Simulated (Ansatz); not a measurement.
# Ti: geometry relaxation

The run: geometry relaxation of Ti (1 atom in the cell). Method and program: DFT PBE, scalar-relativistic, plane waves, PAW, no spin polarisation (Ansatz 0.2.0).

The structure derives from an entry of the Crystallography Open Database. Figures and captions count atoms from 1; the log counts them from 0 in places.

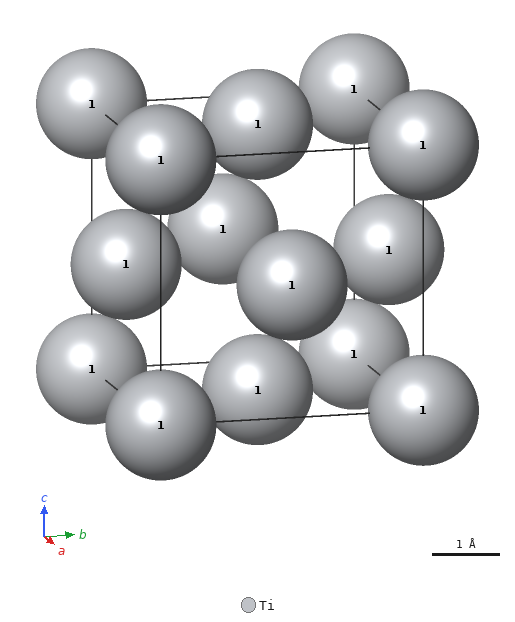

Figure 1. The starting structure (spheres-only view of the cell 4 times as large as that of the calculation, set on its symmetry axes, seen slightly off an axis; atoms are numbered from 1 in the order of the input). An atom can appear more than once, as a periodic image.

**Results in brief**

| quantity | value |
| --- | --- |
| outcome | converged |
| space group (tolerance 0.01 Å) | Fm-3m (225) |
| electrons treated | 12 |
| free energy | −2499.6129 eV |
| Fermi energy | 13.251 eV |
| gap on the k-point mesh | none (metallic) |
| pressure | 0.00 GPa |
| final volume | 17.38 Å³ |
| largest force (length of the vector) at the end | under 0.001 eV/Å |
| final cell | a = 2.908 Å, b = 2.908 Å, c = 2.908 Å, α = 60.00°, β = 60.00°, γ = 60.00° |
| hardware | 4 threads of Arm Neoverse V2, 24 GiB of memory available, shared host |
| wall time | 2.7 s (CPU time 9.4 s) |
| peak memory | 0.33 GiB |

**Input file**
```yaml
crystal:
  lattice:
    - [0.0, 2.03, 2.03]
    - [2.03, 0.0, 2.03]
    - [2.03, 2.03, 0.0]
  atoms:
    - { symbol: Ti, position: [0.0, 0.0, 0.0] }
basis:
  ecutwfc: 420
kpoints:
  mp_grid: { grid: [18, 18, 18] }
hamiltonian:
  xc: pbe
scf:
  occupations: { method: gaussian, width: 0.1 }
output:
  forces: true
  stress: true
  eigenvalues: true
  write_density: true
  write_potential: true
  elf: true
  volumetric_format: npy
relax:
  adjacent_minimum: "off"
  f_tol: 0.005
  max_steps: 80
  cell: { stress_tol: 0.05 }
```

Launch command:
```bash
ansatz run input.yaml --threads 4 --pin off --max-ram 10240MiB --backend cpu --events-out ev --progress --plain --runs-dir out
```

**Log**
```
Engine: ansatz 0.2.0, aarch64-unknown-linux-gnu
Pseudopotentials: kind: paw
Pseudopotential: Ti, paw, valence charge 12, recommended cutoff 420 eV (normal), Ti.paw.azcp
Functional definition: PBE
  parameter kappa = 0.804
  parameter beta = 0.06672455060314922
  exchange = pbe_x(kappa = kappa, mu = beta*pi^2/3)
  correlation = pbe_c(beta = beta)
Crystal: 1 atoms, lattice volume = 16.731 Å³
Basis set: ecut = 420 eV, 331 PW (Γ), exchange–correlation on 40×40×40 points (8 copies of the dense FFT grid, shifted against one another)
Bands: 10, of which v1, the nominal top of the filled ones, is band 6 counted from 1 (5 counted from 0)
Symmetry: 48 space group operations
Space group: Fm-3m (ITA 225), of the structure as read, at distance tolerance 2.6e-5 Å
k-points: 195 of 5832
Non-local potential: Ti, projectors of the file, l = 0: 3, l = 1: 2, l = 2: 3, l = 3: 1
PAW form: soft (Blöchl's): semilocal exchange-correlation on the pseudo side does not see the compensation charge
PAW one-centre angular grid: Ti, 590 points (default); XC on 64 Gauss nodes
Initial density: superposition of atomic densities (neutral atoms: chi_scale 0, normalization atom), corrected by the library's trained network
Initial wavefunctions: pseudopotential atomic-orbital guess
Functional: x = pbe(κ = 0.804, μ = 0.2195149727645171), c = pbe(β = 0.06672455060314922)
SCF iter   1: F=—  HF=-2499.604109 eV  |F-HF|=—  |Δ(HF+E_count)|=         —  Δρ=2.54e-3  dr2=2.76e-4  ethr=1.77e-3  ⟨swp⟩=4.3  Hψ=10157  notcnv=0
preconditioner: auto → none  [metal: Δε(μ)=0.010 eV  Ē_g=4.281 eV  σ=0.100 eV  W_gap=0.06  n_scr=0 (ndim 8)  ℏωp=18.2 eV  f_vac=0.000  D(μ)=1.70/eV (n_scr^D=14)]
SCF iter   2: F=—  HF=-2499.604165 eV  |F-HF|=—  |Δ(HF+E_count)|=   5.56e-5  Δρ=1.28e-3  dr2=6.26e-5  ethr=2.30e-6  ⟨swp⟩=1.9  Hψ=3987  notcnv=0
SCF iter   3: F=—  HF=-2499.604272 eV  |F-HF|=—  |Δ(HF+E_count)|=   1.07e-4  Δρ=1.74e-4  dr2=3.44e-6  ethr=5.21e-7  ⟨swp⟩=2.1  Hψ=2376  notcnv=0
SCF iter   4: F=—  HF=-2499.604272 eV  |F-HF|=—  |Δ(HF+E_count)|=   6.46e-7  Δρ=4.57e-5  dr2=3.23e-7  ethr=2.87e-8  ⟨swp⟩=2.2  Hψ=2997  notcnv=0
iter 5 did not close the SCF: its close was put off for the readings that it lacked (scf_convergence_deferred on its scf_iter line)
SCF iter   5: F=-2499.604271 eV  HF=-2499.604271 eV  |F-HF|=9.75e-10  |Δ(HF+E_count)|=   7.49e-8  Δρ=4.83e-6  dr2=1.02e-9  ethr=2.69e-9  ⟨swp⟩=2.5  Hψ=2756  notcnv=0
SCF iter   6: F=-2499.604271 eV  HF=-2499.604271 eV  |F-HF|=2.07e-10  |Δ(HF+E_count)|=   1.27e-9  Δρ=1.48e-6  dr2=3.07e-10  ethr=8.53e-12  ⟨swp⟩=3.7  Hψ=8444  notcnv=0
SCF 1 converged in 6 iterations: F = -2499.604271 eV  dr2 = 3.07e-10
  greatest PAW one-centre occupation: 0.999 electrons in one spin orbital (limit 2), on the Ti atom at site 0 (counted from 0), in its partial waves of l = 0
relax step   1: F+E_penalty+E_count = -2499.60427143 eV  Δ(F+E_penalty+E_count) = +0.000e0 eV  max|allowed force component| = 0.000e0 eV/Å  Δτ_max = 0.0000 Å  P = +4.380 GPa  Ω = 16.731 Å³  (6 SCF iters, dr2 threshold 1.00e-7 eV, accepted)
Crystal: 1 atoms, lattice volume = 17.878 Å³
Basis set: ecut = 420 eV, 339 PW (Γ), exchange–correlation on 40×40×40 points (8 copies of the dense FFT grid, shifted against one another)
Initial density: handed on by an earlier stage of this run
Initial wavefunctions: those handed on with the density
iter 1 solved again at ethr=4.96e-6 eV; its pass at ethr=3.10e-3 eV (dr2=5.95e-4 eV) is discarded
SCF iter   1: F=—  HF=-2499.608284 eV  |F-HF|=—  |Δ(HF+E_count)|=         —  Δρ=1.83e-3  dr2=6.35e-4  ethr=4.96e-6  ⟨swp⟩=1.6  Hψ=13552  notcnv=0
preconditioner: auto → none  [metal: Δε(μ)=0.005 eV  Ē_g=3.986 eV  σ=0.100 eV  W_gap=0.03  n_scr=0 (ndim 8)  ℏωp=17.6 eV  f_vac=0.000  D(μ)=1.81/eV (n_scr^D=26)]
SCF iter   2: F=—  HF=-2499.608263 eV  |F-HF|=—  |Δ(HF+E_count)|=   2.09e-5  Δρ=1.11e-3  dr2=1.20e-4  ethr=4.96e-6  ⟨swp⟩=2.1  Hψ=2850  notcnv=0
SCF iter   3: F=—  HF=-2499.608273 eV  |F-HF|=—  |Δ(HF+E_count)|=   1.01e-5  Δρ=3.70e-4  dr2=8.89e-6  ethr=1.00e-6  ⟨swp⟩=2.9  Hψ=3169  notcnv=0
SCF iter   4: F=—  HF=-2499.608303 eV  |F-HF|=—  |Δ(HF+E_count)|=   3.03e-5  Δρ=3.93e-5  dr2=2.02e-7  ethr=7.41e-8  ⟨swp⟩=2.1  Hψ=2486  notcnv=0
SCF iter   5: F=-2499.608303 eV  HF=-2499.608303 eV  |F-HF|=2.46e-11  |Δ(HF+E_count)|=   1.50e-7  Δρ=1.96e-6  dr2=2.28e-10  ethr=8.33e-10  ⟨swp⟩=7.6  Hψ=10828  notcnv=0
SCF 2 converged in 5 iterations: F = -2499.608303 eV  dr2 = 2.28e-10
relax step   2: F+E_penalty+E_count = -2499.60830344 eV  Δ(F+E_penalty+E_count) = -4.032e-3 eV  max|allowed force component| = 0.000e0 eV/Å  Δτ_max = 0.0000 Å  P = -2.877 GPa  Ω = 17.878 Å³  energy of the carried Pulay correction = -1.093e-4 eV  (5 SCF iters, dr2 threshold 1.00e-7 eV, accepted)
Crystal: 1 atoms, lattice volume = 17.405 Å³
iter 1 solved again at ethr=9.85e-7 eV; its pass at ethr=3.10e-3 eV (dr2=1.18e-4 eV) is discarded
SCF iter   1: F=—  HF=-2499.612873 eV  |F-HF|=—  |Δ(HF+E_count)|=         —  Δρ=7.83e-4  dr2=1.14e-4  ethr=9.85e-7  ⟨swp⟩=1.8  Hψ=13452  notcnv=0
preconditioner: auto → none  [metal: Δε(μ)=0.006 eV  Ē_g=4.115 eV  σ=0.100 eV  W_gap=0.04  n_scr=0 (ndim 8)  ℏωp=17.8 eV  f_vac=0.000  D(μ)=1.76/eV (n_scr^D=14)]
SCF iter   2: F=—  HF=-2499.612863 eV  |F-HF|=—  |Δ(HF+E_count)|=   9.83e-6  Δρ=4.43e-4  dr2=1.83e-5  ethr=9.49e-7  ⟨swp⟩=2.0  Hψ=2805  notcnv=0
SCF iter   3: F=—  HF=-2499.612866 eV  |F-HF|=—  |Δ(HF+E_count)|=   2.71e-6  Δρ=1.53e-4  dr2=1.42e-6  ethr=1.52e-7  ⟨swp⟩=2.9  Hψ=3170  notcnv=0
SCF iter   4: F=-2499.612870 eV  HF=-2499.612870 eV  |F-HF|=5.13e-10  |Δ(HF+E_count)|=   4.02e-6  Δρ=1.43e-5  dr2=3.11e-8  ethr=8.33e-10  ⟨swp⟩=5.8  Hψ=11351  notcnv=0
SCF 3 converged in 4 iterations: F = -2499.612870 eV  dr2 = 3.11e-8
relax step   3: F+E_penalty+E_count = -2499.61287005 eV  Δ(F+E_penalty+E_count) = -4.567e-3 eV  max|allowed force component| = 0.000e0 eV/Å  Δτ_max = 0.0000 Å  P = -0.133 GPa  Ω = 17.405 Å³  energy of the carried Pulay correction = -6.511e-5 eV  (4 SCF iters, dr2 threshold 1.00e-7 eV, accepted)
Crystal: 1 atoms, lattice volume = 17.382 Å³
iter 1 solved again at ethr=7.96e-10 eV; its pass at ethr=3.10e-3 eV (dr2=9.56e-8 eV) is discarded
SCF iter   1: F=—  HF=-2499.612878 eV  |F-HF|=—  |Δ(HF+E_count)|=         —  Δρ=3.00e-5  dr2=1.20e-7  ethr=7.96e-10  ⟨swp⟩=2.0  Hψ=12805  notcnv=0
preconditioner: auto → none  [metal: Δε(μ)=0.010 eV  Ē_g=4.115 eV  σ=0.100 eV  W_gap=0.06  n_scr=0 (ndim 8)  ℏωp=17.8 eV  f_vac=0.000  D(μ)=1.76/eV (n_scr^D=14)]
SCF iter   2: F=—  HF=-2499.612881 eV  |F-HF|=—  |Δ(HF+E_count)|=   3.16e-6  Δρ=2.07e-5  dr2=3.87e-8  ethr=3.70e-10  ⟨swp⟩=4.9  Hψ=9775  notcnv=0
SCF iter   3: F=-2499.612881 eV  HF=-2499.612881 eV  |F-HF|=7.48e-9  |Δ(HF+E_count)|=   3.40e-8  Δρ=5.85e-6  dr2=2.82e-9  ethr=3.22e-10  ⟨swp⟩=7.4  Hψ=11151  notcnv=0
SCF 4 converged in 3 iterations: F = -2499.612881 eV  dr2 = 2.82e-9
relax step   4: F+E_penalty+E_count = -2499.61288117 eV  Δ(F+E_penalty+E_count) = -1.112e-5 eV  max|allowed force component| = 0.000e0 eV/Å  Δτ_max = 0.0000 Å  P = +0.005 GPa  Ω = 17.382 Å³  energy of the carried Pulay correction = -6.300e-5 eV  (3 SCF iters, dr2 threshold 4.44e-8 eV, accepted)
Initial wavefunctions: pseudopotential atomic-orbital guess (no wavefunctions were taken with the density)
iter 1 solved again at ethr=3.48e-8 eV; its pass at ethr=3.10e-3 eV (dr2=4.17e-6 eV) is discarded
SCF iter   1: F=—  HF=-2499.612918 eV  |F-HF|=—  |Δ(HF+E_count)|=         —  Δρ=1.76e-4  dr2=1.29e-7  ethr=3.48e-8  ⟨swp⟩=2.0  Hψ=14631  notcnv=0
SCF iter   2: F=—  HF=-2499.612932 eV  |F-HF|=—  |Δ(HF+E_count)|=   1.31e-5  Δρ=8.81e-5  dr2=3.37e-8  ethr=1.07e-9  ⟨swp⟩=1.8  Hψ=2371  notcnv=0
SCF iter   3: F=—  HF=-2499.612935 eV  |F-HF|=—  |Δ(HF+E_count)|=   3.08e-6  Δρ=1.11e-5  dr2=1.08e-8  ethr=2.81e-10  ⟨swp⟩=2.0  Hψ=2304  notcnv=0
SCF iter   4: F=—  HF=-2499.612935 eV  |F-HF|=—  |Δ(HF+E_count)|=   2.01e-8  Δρ=7.08e-7  dr2=2.24e-11  ethr=8.96e-11  ⟨swp⟩=2.4  Hψ=2934  notcnv=0
SCF iter   5: F=-2499.612935 eV  HF=-2499.612935 eV  |F-HF|=4.55e-13  |Δ(HF+E_count)|=  7.46e-11  Δρ=9.22e-8  dr2=1.10e-12  ethr=1.00e-12  ⟨swp⟩=4.6  Hψ=6470  notcnv=0
SCF 5 converged in 5 iterations: F = -2499.612935 eV  dr2 = 1.10e-12
relax step   5: F+E_penalty+E_count = -2499.61293469 eV  Δ(F+E_penalty+E_count) = -5.352e-5 eV  max|allowed force component| = 0.000e0 eV/Å  Δτ_max = 0.0000 Å  P = +0.002 GPa  Ω = 17.382 Å³  stress off target by 2.34e-3 GPa  SCF on the basis re-selected at this cell (its energy is not comparable with the rows above)  (5 SCF iters)
```

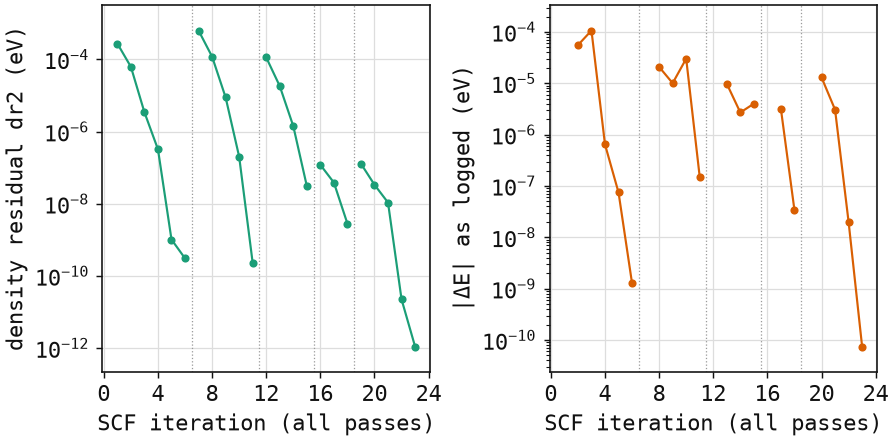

Figure 2. Convergence of the self-consistent field: density residual dr2 and size of the energy change against the SCF iteration. The dotted lines part the SCF passes of the relaxation: geometry steps, rejected trials and re-solves on a re-selected basis. The 5 passes take 3 to 6 iterations each, 23 in all.

```
basis re-selected at this cell: Δ(F+E_penalty+E_count) = -5.352e-5 eV, ΔP = -0.002 GPa vs the last step (what re-selecting the basis moved, of the pressure what is left beyond the Pulay correction that the steps carried, after the strain that the cell walked since its last selection, with what the two solves' SCF thresholds leave and, on support functions, any second-order correction that the steps lacked; it is no measure of the basis error at this ecutwfc). This SCF's stress stands 2.34e-3 GPa from its target on what of the cell is left free (relax.cell.stress_tol is 5.00e-2 GPa) and its largest allowed force component is 0.00e0 eV/Å (relax.f_tol is 5.00e-3 eV/Å): within both
SCF converged after 5 iterations
Free energy (F): -2499.612935 eV
Harris-Foulkes:  -2499.612935 eV  (|F-HF|=4.55e-13)
Internal energy: -2499.604135 eV  (E = F + TS)
E sigma→0 (E₀):  -2499.608535 eV
Entropy (-TS):   -0.008800 eV (-8.800 meV/atom)
Fermi energy:    13.250681 eV
--- Per-component energies (eV) ---
  E_band       = -157.310689
  E_kinetic    = 272.479787
  E_local      = -813.258632  (includes V_loc(G=0)·N_el)
  E_nonlocal   = 8.135690
  E_hartree    = 334.084316
  E_xc         = -97.439344
  E_vxc        = -121.900940  (∫ρ·V_xc dr)
  E_paw        = -1047.616890  (= ΣΔE_a)
  E_vpaw       = -170.935363  (= ΣTr[D̂ρ^β])
  E_aug_tail   = 0.000104  (compensation charges beyond the density's cutoff)
  E_ewald      = -1155.989167
  E_smearing   = -0.008800  (= −TS)
  E_closure    = 0.000000  (closes the sum)
  Σ components = -2499.612935   (vs F -2499.612935, Δ=0.00e0)
--- Forces (eV/Å), atoms counted from 1 ---
  atom   1  Ti    -0.00000000     0.00000000     0.00000000
  max |Σ_I F_I| component: 3.29e-32 eV/Å
--- Stress (GPa, compression-positive) ---
        0.002339      -0.000000      -0.000000
       -0.000000       0.002339       0.000000
       -0.000000       0.000000       0.002339
  P = ⅓ Tr σ = 0.0023 GPa (0.023 kbar)
--- Band table (eV; the first three rows and the last of 195) ---
  k-point 0: bands = ["-43.4161", "-19.2913", "-19.2913", "-19.2913", "7.1813", "14.1287", "14.1287", "14.1287", "15.7639", "15.7639"]
  k-point 1: bands = ["-43.4124", "-19.3123", "-19.2939", "-19.2939", "7.2812", "14.0664", "14.1652", "14.1652", "15.7401", "15.7401"]
  k-point 2: bands = ["-43.4018", "-19.3723", "-19.3015", "-19.3015", "7.5741", "13.8962", "14.2602", "14.2602", "15.6864", "15.6864"]
  k-point 194: bands = ["-43.2531", "-19.7570", "-19.6895", "-19.5360", "11.6879", "12.5947", "13.1708", "15.4442", "17.1089", "21.0568"]
--- Relaxed structure (4 steps of the walk, 4 accepted, 1 SCFs on fresh bases) ---
  F+E_penalty+E_count = -2499.61293469 eV   max|allowed force component| = 0.000e0 eV/Å   (the final SCF, on the basis selected at the relaxed cell)
  cell:  # Å, volume = 17.3824 Å³
    - [-3.184607520559743e-34, 2.0560175229790354, 2.0560175229790354]
    - [2.0560175229790354, -2.7706085428869772e-34, 2.0560175229790354]
    - [2.0560175229790354, 2.0560175229790354, 4.235528002344459e-34]
  atoms:
    - { symbol: Ti, position: [0.0, 0.0, 0.0] }
```

**Trajectory as extended XYZ (Å, eV, eV/Å), 5 frames, from step=1 to step=5**
```
1
Lattice="0.0000 2.0300 2.0300 2.0300 0.0000 2.0300 2.0300 2.0300 0.0000" Properties=species:S:1:pos:R:3:forces:R:3 step=1 energy=-2499.60427 pressure_GPa=4.38
Ti    0.0000    0.0000    0.0000    0.0000   0.0000   0.0000
1
Lattice="0.0000 2.0754 2.0754 2.0754 0.0000 2.0754 2.0754 2.0754 0.0000" Properties=species:S:1:pos:R:3:forces:R:3 step=2 energy=-2499.60830 pressure_GPa=-2.88
Ti    0.0000    0.0000    0.0000    0.0000   0.0000   0.0000
1
Lattice="0.0000 2.0569 2.0569 2.0569 0.0000 2.0569 2.0569 2.0569 0.0000" Properties=species:S:1:pos:R:3:forces:R:3 step=3 energy=-2499.61287 pressure_GPa=-0.13
Ti    0.0000    0.0000    0.0000    0.0000   0.0000   0.0000
1
Lattice="0.0000 2.0560 2.0560 2.0560 0.0000 2.0560 2.0560 2.0560 0.0000" Properties=species:S:1:pos:R:3:forces:R:3 step=4 energy=-2499.61288 pressure_GPa=0.00
Ti    0.0000    0.0000    0.0000    0.0000   0.0000   0.0000
1
Lattice="0.0000 2.0560 2.0560 2.0560 0.0000 2.0560 2.0560 2.0560 0.0000" Properties=species:S:1:pos:R:3:forces:R:3 step=5 energy=-2499.61294 pressure_GPa=0.00
Ti    0.0000    0.0000    0.0000    0.0000   0.0000   0.0000
```

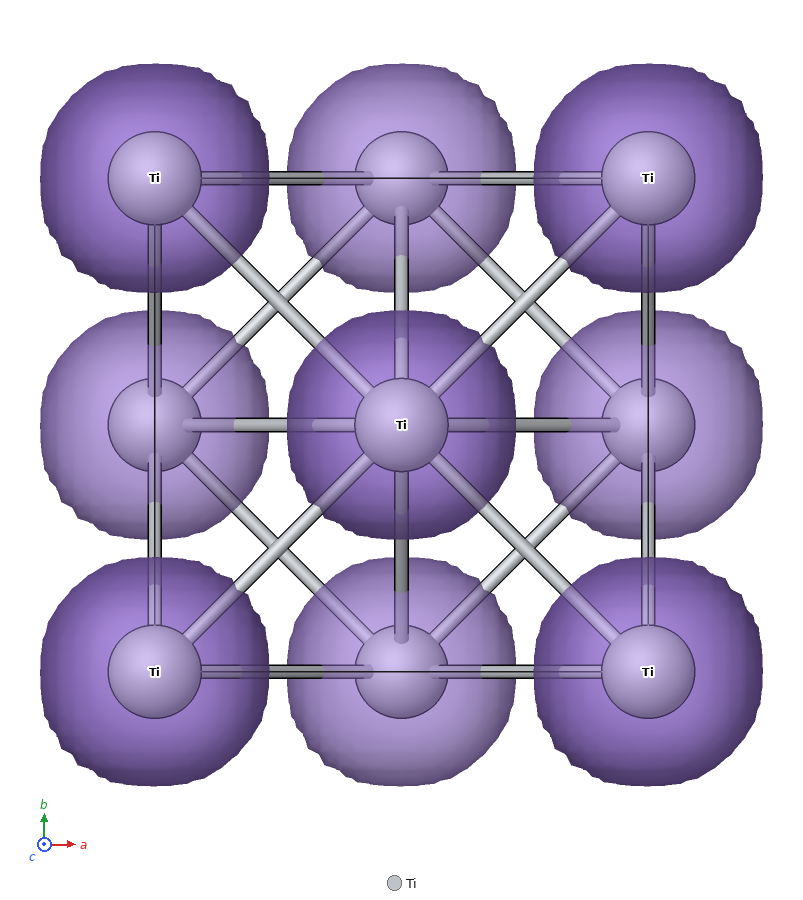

Figure 3. Isosurface of the valence pseudo-density at 0.4 e/Å³ (purple), seen along the c axis. Sticks mark near contacts. The outline is the cell set on symmetry axes. At this value the density breaks into separate islands; it holds about 75 % of the electrons treated as valence (semicore included). It is pinched off along the Ti–Ti (2.91 Å) contacts. On the grid the lowest density along these lines, outside the cores, is 0.19 e/Å³ (Ti–Ti, 2.91 Å). The fields are those of the smooth PAW valence density.

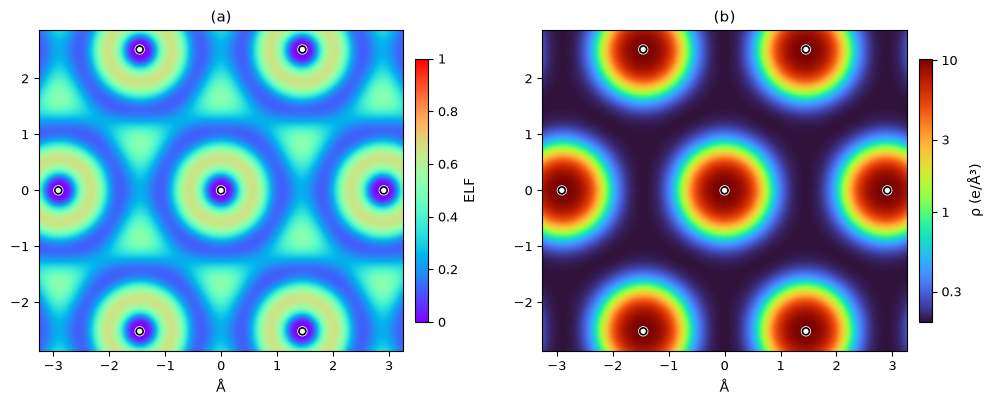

Figure 4. (a) electron localisation function; (b) valence pseudo-density on the (111) plane of the conventional cell. Circles mark the nuclei in the plane (Ti). The section cuts through Ti sites. Ti–Ti (2.91 Å): ρ is about 0.19 e/Å³ halfway; the ELF is about 0.25 at the midpoint (no localised pair between them). Away from the nuclei the density in this plane falls to 0.19 e/Å³ at its lowest. The strong features right at Ti lie inside the PAW spheres (semicore, d or f shells) and say nothing about bonding.

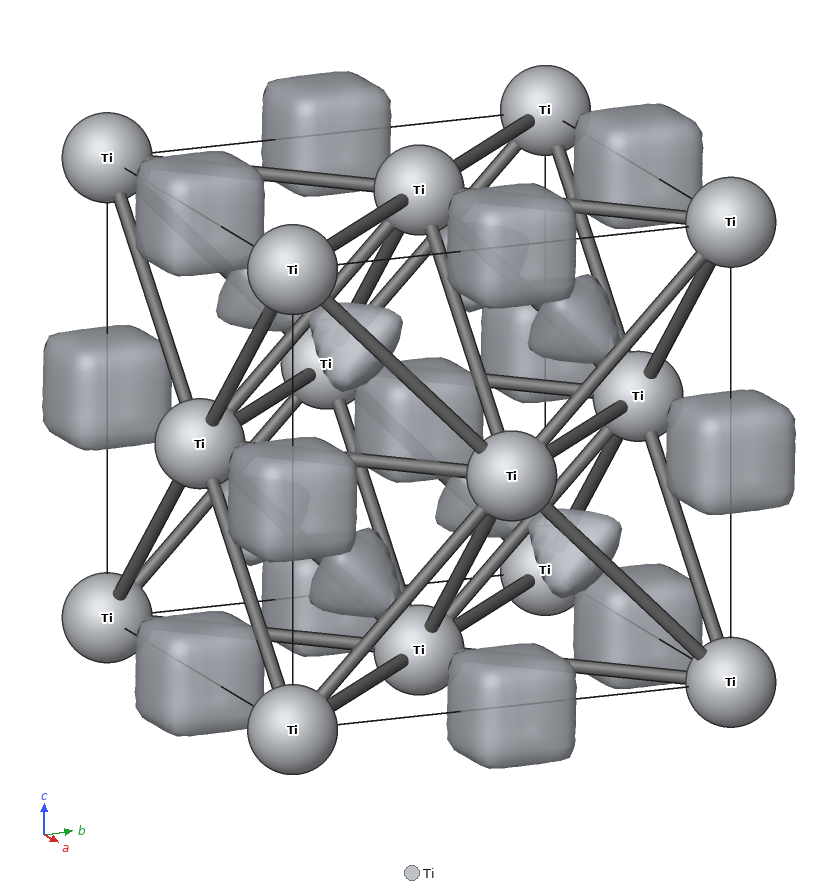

Figure 5. Isosurface of the ELF at 0.55 (grey), seen slightly off an axis. Core shells and regions of very low density are left out. Sticks mark near contacts. The outline is the cell set on symmetry axes. Along the contacts the grid gives the following. Ti–Ti (2.91 Å): the ELF is about 0.25 at the midpoint (no shared electron pair).
